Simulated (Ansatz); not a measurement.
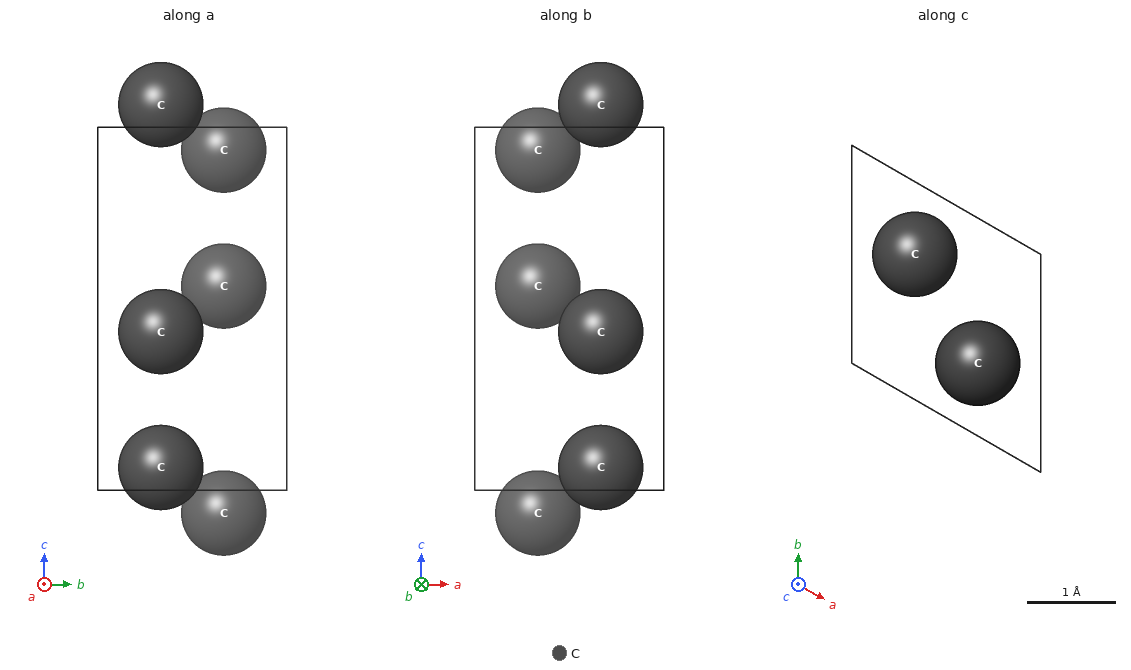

View along the a axis, along the b axis and along the c axis, drawn as a spheres-only model. The wireframe shows the conventional unit cell.

Lattice parameters: a = 2.5032 Å, b = 2.5032 Å, c = 4.1689 Å, α = 90.000°, β = 90.000°, γ = 120.000°.

### Set out the cell and atoms as a CIF in P1 with every atom of the cell, with free fractional coordinates to two decimals.

```cif
data_structure
_symmetry_space_group_name_H-M 'P 1'
_symmetry_Int_Tables_number 1
_cell_length_a 2.5032
_cell_length_b 2.5032
_cell_length_c 4.1689
_cell_angle_alpha 90.000
_cell_angle_beta 90.000
_cell_angle_gamma 120.000
_cell_volume 22.62
loop_
_atom_site_label
_atom_site_type_symbol
_atom_site_fract_x
_atom_site_fract_y
_atom_site_fract_z
_atom_site_occupancy
C1 C 0.3333 0.6667 0.56 1
C2 C 0.6667 0.3333 0.06 1
C3 C 0.3333 0.6667 0.94 1
C4 C 0.6667 0.3333 0.44 1
```

Starting structure: a structure type filled with this element by a generator (whether the element takes this form wasn't checked). Earlier steps of the study may have refined or changed the cell and positions. Ansatz was used for an electronic-structure calculation on it.

At this level of theory the cell isn't at rest (stretched, at -8 GPa), so its distances can differ from those at equilibrium, the more so the softer the solid.
